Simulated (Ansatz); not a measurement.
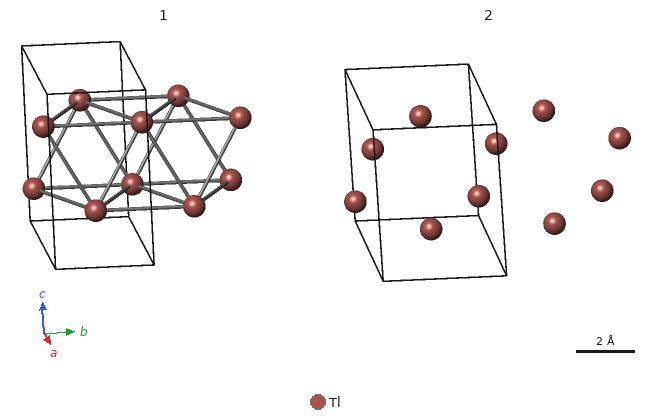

Two geometries of a crystal of Tl (built on the O_12 type) (coarse preliminary run), drawn at one scale. One is the start of a relaxation, the other its converged end. Style: ball-and-stick. Shown: the conventional cell (2 times the calculation's cell), repeated 1 × 2 × 1 with one cell outlined, from a free direction. Lengths and directions refer to the drawn axes.

The calculation used DFT PBE, scalar-relativistic, plane waves, PAW (Ansatz). (plane-wave cutoff 420 eV; k-point mesh 6 × 6 × 4; occupations gaussian; smearing width 0.1 eV; no spin polarisation; cell and atoms relaxed; force threshold 0.04 eV/Å; at most 70 steps)

> Which one is relaxed?

Structure 1 is the relaxed one. Case: O type (C2/m, No. 12). After 15 accepted moves (18 points after the start) the energy has fallen by 28653 meV per atom. Largest force component: 210 eV/Å at the start, 0.03 eV/Å at the end. Pressure: 227.05 GPa at the start and 0.11 GPa at the end. The line search rejected the trial step at point 12 of the run. At 2 points the geometry stayed and the basis and grid were re-selected for the new cell (energy shift of 6.6 meV per atom at most each time). The largest moves relative to the cell, 1.00 Å, are those of Tl atoms. Cell: a 6.818 → 6.184 Å (−9.3 %), b 4.327 → 3.454 Å (−20.2 %), c 5.340 → 6.088 Å (+14.0 %), β 117.7° → 107.9°. Volume −11.3 %. Among the contacts that change: Tl–Tl 1.452 → 3.444 Å, Tl–Tl 4.327 → 3.454 Å, Tl–Tl 4.199 → 3.556 Å, Tl–Tl 4.015 → 3.461 Å. The space group stays C2/m (No. 12). The run took of the order of 60 core-seconds on a shared host.
